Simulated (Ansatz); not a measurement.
Ta

Input

```
crystal:
  lattice:
    - [-1.65128, 1.65128, 1.65128]
    - [1.65128, -1.65128, 1.65128]
    - [1.65128, 1.65128, -1.65128]
  atoms:
    - { symbol: Ta, position: [0.0, 0.0, 0.0] }
hamiltonian:
  xc: blyp
  pseudopotentials: { kind: paw }
kpoints:
  mp_grid: { grid: [11, 11, 11] }
  band_path:
    path:
      - [[0.0, 0.0, 0.0], [0.5, -0.5, 0.5], [0.0, 0.0, 0.5], [0.0, 0.0, 0.0], [0.25, 0.25, 0.25], [0.5, -0.5, 0.5]]
      - [[0.25, 0.25, 0.25], [0.0, 0.0, 0.5]]
    npoints: 14
scf:
  occupations: { method: fermi_dirac, width: 0.05 }
  n_extra_bands: 6
output:
  forces: true
  stress: true
  eigenvalues: true
  fatbands: false
  write_density: true
  write_potential: true
  elf: true
  volumetric_format: npy
```

Run with:

```sh
ansatz run input.yaml --threads 2 --pin off --max-ram 5632MiB --backend cpu --events-out ev --progress --plain --runs-dir out
```

Below, planes, directions and counts refer to the conventional cell (a = 3.30 Å, b = 3.30 Å, c = 3.30 Å, α = 90.00°, β = 90.00°, γ = 90.00°).

Space group Im-3m; computed pressure about 9 GPa in this cell.

Theory: Ansatz 0.2.0, Kohn-Sham DFT of a periodic cell, BLYP, Ansatz PAW.

Predict the valence pseudo-density and electron localisation function between the atoms.

Ta–Ta (2.86 Å): ρ at the midpoint is about 0.31 e/Å³; the ELF is about 0.30 at the midpoint (no localised pair shows between them).

Does the calculation give a band gap?

It is metallic or semimetallic at this level of theory: no gap opens.

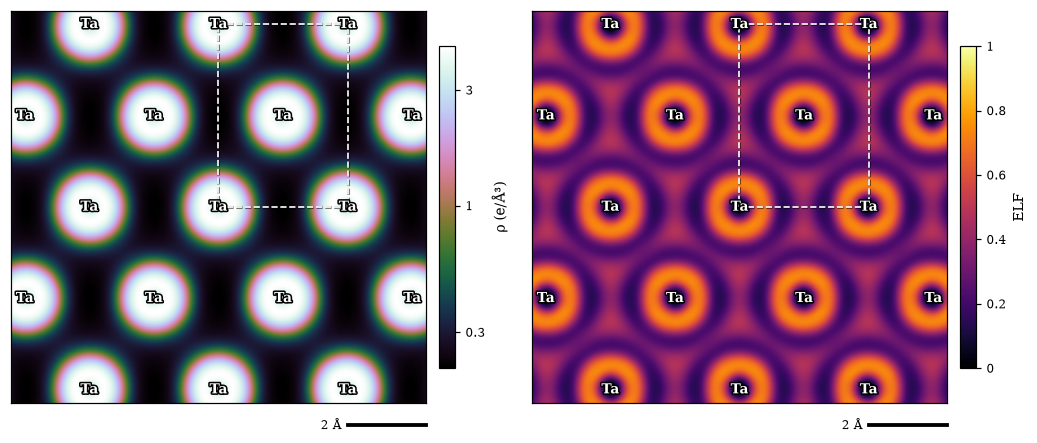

Computed valence pseudo-density and electron localisation function on the (11̄0) plane of the conventional cell, in this order. 

The density is the valence pseudo-density of a PAW calculation; it isn't the true density close to the nuclei.
